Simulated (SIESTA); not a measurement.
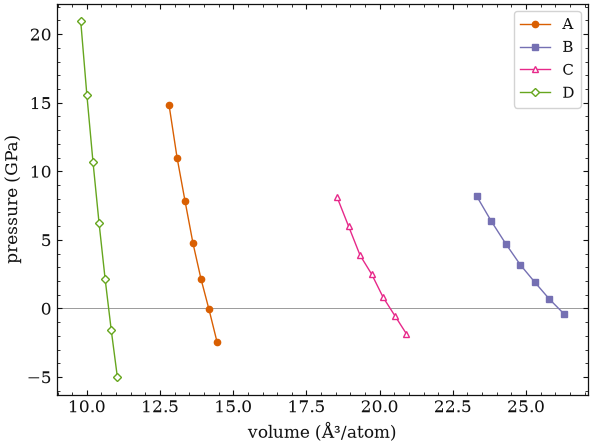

The plot gives the computed pressure against volume, with one curve for each compound, for AlN, BAs, CdS and ZnS (all in space group F-43m (No. 216)). The labels are replaced by letters.

Computed with SIESTA 5.4.2: DFT in numerical atomic orbitals with pseudopotentials, no spin polarisation; energies at scaled volumes of the given cell, shape and fractions fixed, counted from the fit's minimum, third-order Birch-Murnaghan fit. Level: PBE.

occupations Fermi–Dirac; smearing width 0.05 eV; potentials PseudoDojo 0.4 standard, converted to PSML, two zetas on semicore shells.

Question: Which letter stands for which compound?

Answer: A: BAs; B: CdS; C: ZnS; D: AlN.

Caveats: mulliken charges of long orbitals; short basis over semicore shells (ZnS); valence orbitals made in semicore potential (ZnS).
